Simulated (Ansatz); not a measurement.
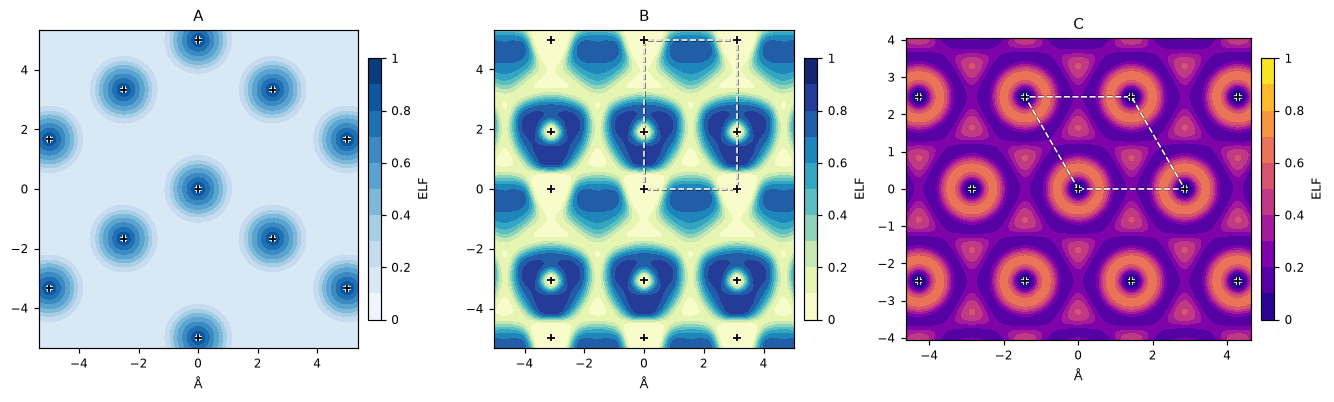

The ELF of 3 systems, each on a plane through atoms (crosses mark nuclei in the plane).

Method: DFT, PBE, PAW with Ansatz's default frozen-core files, scalar-relativistic in Ansatz.

System 1: Ag, the (110) plane of the conventional cell. Space group P6₃/mmc.

```
Ag
1.0
     2.88620    0.00000    0.00000
    -1.44310    2.49952    0.00000
     0.00000    0.00000   10.00000
Ag
4
Cartesian
  0.0000 1.6664 2.5000
  1.4431 0.8332 7.5000
  0.0000 0.0000 0.0000
  0.0000 0.0000 5.0000
```

System 2: AlN, the (100) plane of the conventional cell. Space group P6₃mc; computed pressure about 4 GPa in this cell.

```yaml
crystal:
  lattice:
    - [3.11100, 0.00000, 0.00000]
    - [-1.55550, 2.69421, 0.00000]
    - [0.00000, 0.00000, 4.97800]
  atoms:
    - { symbol: Al, position: [0.33333, 0.66667, 0.00000] }
    - { symbol: Al, position: [0.66667, 0.33333, 0.50000] }
    - { symbol: N, position: [0.33333, 0.66667, 0.38500] }
    - { symbol: N, position: [0.66667, 0.33333, 0.88500] }
```

System 3: Ti, the (001) plane of the conventional cell. Space group R-3m; changed on purpose from its base cell (equal xy, yz and zx shear strains of +1 %, PAW files); computed pressure about 4 GPa in this cell; computed without spin polarisation.

```xyz
3
Lattice="2.0198 0.0000 -2.0198 -2.0198 2.0198 0.0000 4.1006 4.1006 4.1006" Properties=species:S:1:pos:R:3 pbc="T T T"
Ti    0.0000    0.0000    0.0000
Ti    2.0401    2.0401    0.0203
Ti    2.0605    4.0803    2.0605
```

### Which map belongs to which system?

Panel A is system 1, Ag: the plane holds Ag. Ag–Ag (3.00 Å): the ELF is about 0.15 at the midpoint: no shared electron pair shows on this line. Panel B is system 2, AlN: the plane holds Al and N. Panel C is system 3, Ti: the plane holds Ti. Ti–Ti (2.86 Å): the ELF is about 0.25 at the midpoint (no localised pair shows between them).
